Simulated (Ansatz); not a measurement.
# TiN (slab): what the fields show

Input file:

```
crystal:
  lattice:
    - [3.002892088, 0.0, 0.0]
    - [0.0, 4.2467307172, 0.0]
    - [0.0, 0.0, 19.504338132]
  atoms:
    - { symbol: Ti, position: [0.5, 0.5, 0.3845298389] }
    - { symbol: "N", position: [0.5, 0.0, 0.3845298389] }
    - { symbol: Ti, position: [0.0, 0.0, 0.4615099463] }
    - { symbol: "N", position: [0.0, 0.5, 0.4615099463] }
    - { symbol: Ti, position: [0.5, 0.5, 0.5384900537] }
    - { symbol: "N", position: [0.5, 0.0, 0.5384900537] }
    - { symbol: Ti, position: [0.0, 0.0, 0.6154701611] }
    - { symbol: "N", position: [0.0, 0.5, 0.6154701611] }
basis:
  ecutwfc: 420
kpoints:
  mp_grid: { grid: [12, 8, 1] }
hamiltonian:
  xc: pbe
scf:
  occupations: { method: gaussian, width: 0.1 }
output:
  forces: true
  stress: true
  eigenvalues: true
  write_density: true
  write_potential: true
  elf: true
  volumetric_format: npy
efield:
  axis: 3
  dipole_correction: true
```

Command:

```sh
ansatz run input.yaml --threads 1 --pin off --max-ram 2560MiB --backend cpu --events-out ev --progress --plain --runs-dir out
```

Not relaxed (largest force 2.0 eV/Å); computed without spin polarisation.

All numbers below come from Ansatz, DFT PBE, scalar-relativistic, plane waves, PAW.

The density is the valence pseudo-density of a PAW calculation; it isn't the true density close to the nuclei.

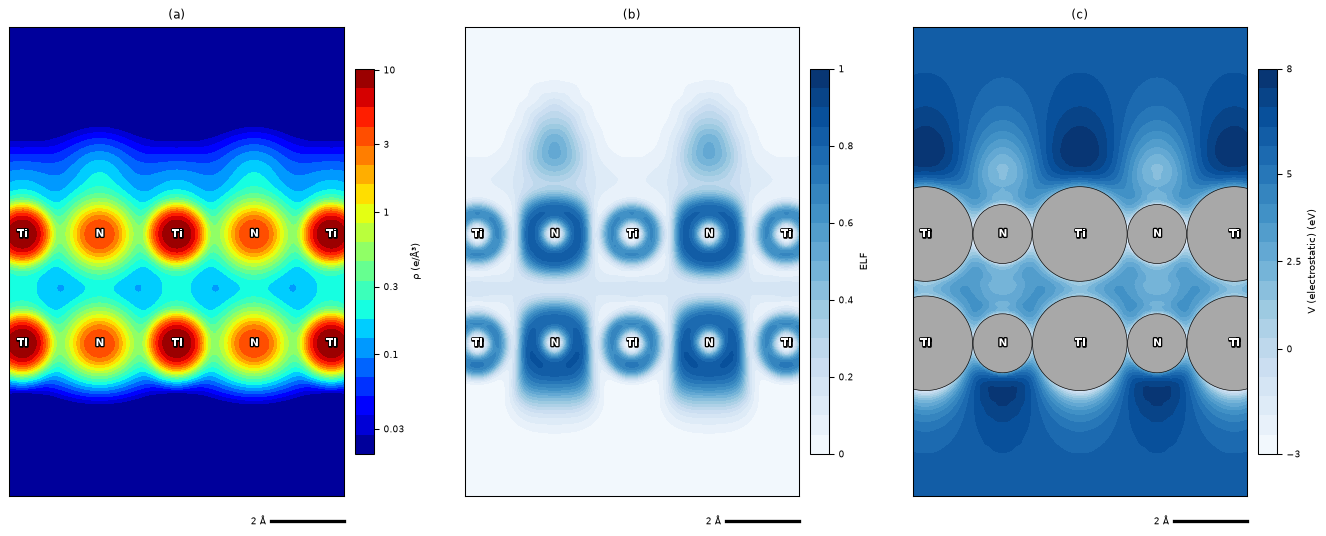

Figure 1. (a) valence electron density; (b) ELF; (c) electrostatic potential (local pseudopotential plus Hartree) felt by an electron on the (100) plane of the calculation cell, a cut from vacuum to vacuum. Grey discs cover the atomic cores in the potential map.

Q: Interpret the plot.

A:
- Atoms in the plane: Ti and N.
- Ti–N (2.12 Å): ρ is about 0.53 e/Å³ halfway; the ELF peaks at about 0.85 in the valence shell of N, 0.6 Å from its nucleus, and is about 0.20 at the midpoint: no localised pair shows between them.
- The density dies away to nearly zero in the vacuum.
- The features right at Ti lie inside the PAW spheres, where the map follows smoothed inner orbitals and isn't to be read closely.

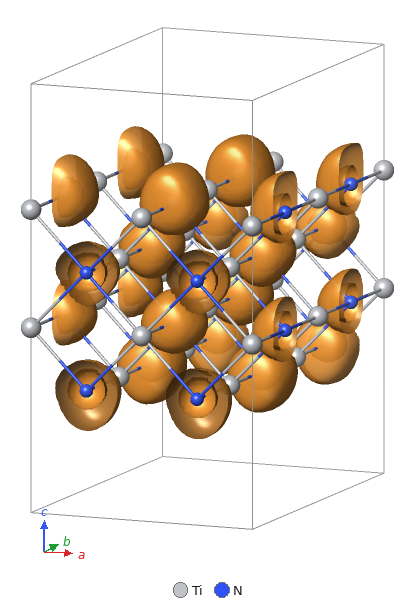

Figure 2. Isosurface of the ELF at 0.75 (orange), seen slightly off an axis. Core shells and regions of very low density are left out. Sticks mark near contacts.

Q: Identify the bonds, lone pairs and shells in this picture.

A: The surface consists of four regions wrapped around N (the valence shell of each), counted in one cell of 8 atoms. Counts are for one cell; the picture repeats the cell along the surface.

Q: Does the calculation give a band gap?

A: It is gapless in this calculation (a metal or semimetal).
